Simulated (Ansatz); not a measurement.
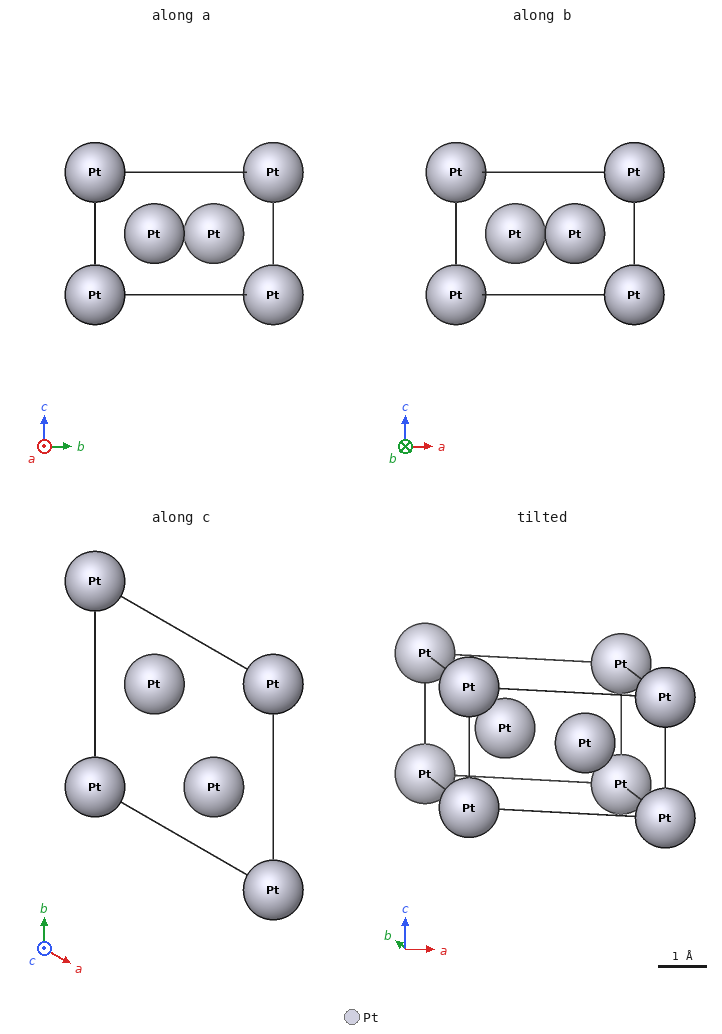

The image is a spheres-only drawing of a crystal, viewed along the a axis, along the b axis, along the c axis and slightly off an axis. The wireframe shows the conventional unit cell.

Lattice parameters: a = 4.3464 Å, b = 4.3464 Å, c = 2.5862 Å, α = 90.000°, β = 90.000°, γ = 120.000°.

Reconstruct the structure as a CIF with its space group and independent sites.

Answer.
```cif
data_structure
_symmetry_space_group_name_H-M 'P 6/m m m'
_symmetry_Int_Tables_number 191
_cell_length_a 4.3464
_cell_length_b 4.3464
_cell_length_c 2.5862
_cell_angle_alpha 90.000
_cell_angle_beta 90.000
_cell_angle_gamma 120.000
_cell_volume 42.31
loop_
_atom_site_label
_atom_site_type_symbol
_atom_site_symmetry_multiplicity
_atom_site_Wyckoff_symbol
_atom_site_fract_x
_atom_site_fract_y
_atom_site_fract_z
_atom_site_occupancy
Pt1 Pt 1 a 0.0000 0.0000 0.0000 1
Pt2 Pt 2 d 0.3333 0.6667 0.5000 1
```

Provenance: a structure type filled with this element by a generator (whether the element takes this form wasn't checked). Earlier steps of the study may have refined or changed the cell and positions. It was the input of a calculation with Ansatz.

At this level of theory the cell isn't at rest (compressed, at 42 GPa), so its distances can differ from those at equilibrium, the more so the softer the solid.
